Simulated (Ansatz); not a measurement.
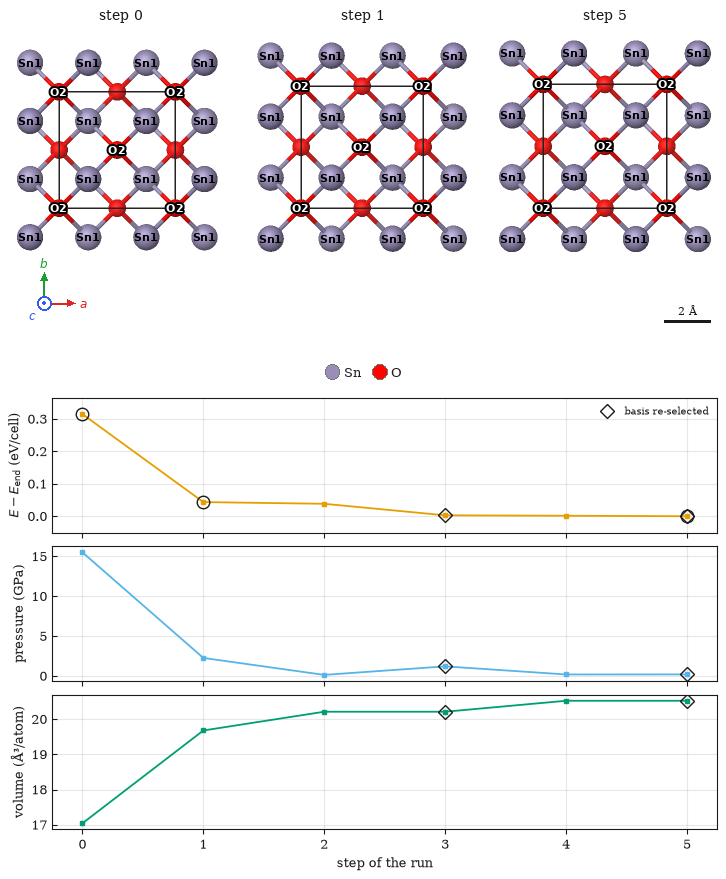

Frames of a relaxation of crystalline SnO (a generated structure, set up in F-43m) (coarse preliminary run), marked on the history of the run. Style: ball-and-stick. Shown: the conventional cell (4 times the calculation's cell), along the c axis. Lengths and directions refer to the drawn axes.

All numbers below come from DFT PBE, scalar-relativistic, plane waves, PAW in Ansatz.

Input file:
```yaml
crystal:
  lattice:
    - [0.0, 2.5733001, 2.5733001]
    - [2.5733001, 0.0, 2.5733001]
    - [2.5733001, 2.5733001, 0.0]
  atoms:
    - { symbol: Sn, position: [0.75, 0.75, 0.75] }
    - { symbol: O, position: [0.0, 0.0, 0.0] }
basis:
  ecutwfc: 420
kpoints:
  mp_grid: { grid: [6, 6, 6] }
hamiltonian:
  xc: pbe
scf:
  occupations: { method: gaussian, width: 0.1 }
  lower_state_search: "off"
output:
  forces: true
  stress: true
  eigenvalues: true
relax:
  adjacent_minimum: "off"
  f_tol: 0.04
  max_steps: 70
  cell: { stress_tol: 0.4 }
```

Run as
```bash
ansatz run input.yaml --threads 1 --pin off --max-ram 2048MiB --backend cpu --events-out ev --progress --plain --runs-dir out
```

> Describe the path.

The atoms keep their places relative to the cell (all moves are under 0.005 Å). The drawn cell changes as follows: a = b = c 5.147 → 5.476 Å (+6.4 %); the volume changes by +20.4 %. Among the contacts that change: Sn1–O2 2.229 → 2.371 Å. The space group stays F-43m (No. 216). After 3 accepted moves (5 points after the start) the energy has fallen by 0.315 eV per cell of the calculation. All forces vanish by symmetry, so only the cell relaxes. Pressure: 15.50 GPa at the start and 0.20 GPa at the end. At 2 points the geometry stayed and the basis and grid were re-selected for the new cell (energy shift of 35.6 meV per cell of the calculation at most each time). The run took 6 s on 1 thread of Arm Neoverse V2, with other jobs on the host, peak memory 0.29 GiB. From step 0 to 1: volume +15.5 %, energy −0.271 eV per cell of the calculation. From step 1 to 5: volume +4.3 %, energy −43.6 meV per cell of the calculation.

```csv
step,"E − E(0), meV/atom","pressure, GPa","volume, Å³/atom",note
0,0.00,15.50,17.040,
1,-135.68,2.26,19.678,
2,-138.29,0.13,20.211,
3,-156.07,1.20,20.211,"same geometry, new basis"
4,-156.71,0.19,20.523,
5,-157.48,0.20,20.523,"same geometry, new basis"
```
